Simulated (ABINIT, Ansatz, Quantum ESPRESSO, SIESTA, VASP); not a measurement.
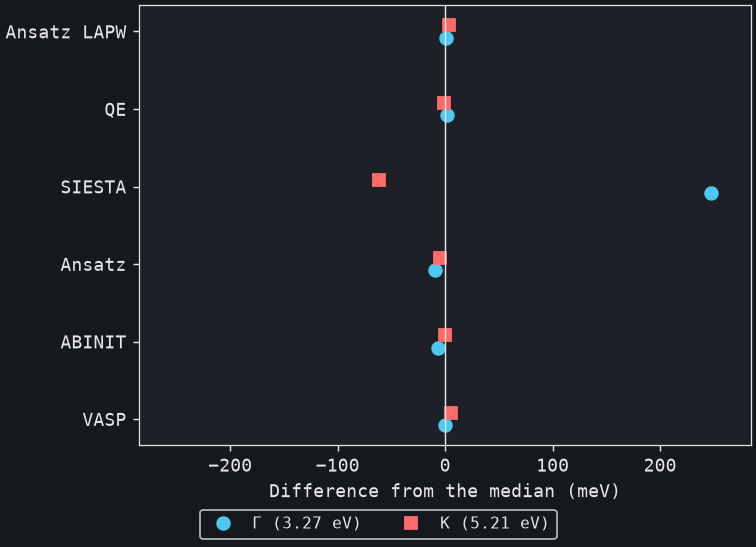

Lowest conduction level at each named k point, counted from the valence-band top at Γ, for AlN, space group P6_3/mmc (No. 194), 4 atoms in the cell; a = 3.312 Å, c = 4.188 Å (hexagonal axes). Six runs by five programs used PBE (no spin polarisation, no spin-orbit coupling) on the same cell and 9×9×7 k mesh. The plot shows each result less the median of the plane-wave and all-electron runs, which the legend gives.

**How well do the programs agree?**

The plane-wave and all-electron programs (Ansatz, ABINIT, Quantum ESPRESSO, VASP and Ansatz LAPW) agree within 12 meV at these points. SIESTA departs by up to +248 meV (at Γ).

| program | kind | valence electrons | Γ (eV) | K (eV) |
| --- | --- | --- | --- | --- |
| VASP | plane waves | 16 | 3.268 | 5.211 |
| ABINIT | plane waves | 16 | 3.261 | 5.206 |
| Ansatz | plane waves | 16 | 3.259 | 5.202 |
| SIESTA | local basis | 16 | 3.516 | 5.145 |
| Quantum ESPRESSO | plane waves | 16 | 3.271 | 5.205 |
| Ansatz LAPW | all-electron | – | 3.269 | 5.210 |

Settings. VASP PAW PBE potentials, release 64 (Al, N), 520 eV cutoff, Fermi-Dirac smearing of 0.05 eV (VASP 6.6.1). JTH PAW PBE v2.0, 707 eV cutoff, Fermi-Dirac smearing of 0.05 eV (ABINIT). Ansatz PAW, 420 eV cutoff, Fermi-Dirac smearing of 0.05 eV (Ansatz 0.2.0). PseudoDojo 0.4 standard (PBE files), DZP (energy shift 0.003 Ry) basis, Fermi-Dirac smearing of 0.05 eV (SIESTA 5.4.2). SSSP 1.3 efficiency PBE, 816 eV cutoff, Fermi-Dirac smearing of 0.05 eV (Quantum ESPRESSO). all-electron LAPW, Fermi-Dirac smearing of 0.05 eV (Ansatz).

LDA, GGA and most meta-GGA functionals understate gaps. The usual form of AlN is wurtzite. SIESTA: the basis of atomic orbitals isn't converged, which shifts gaps and empty levels.
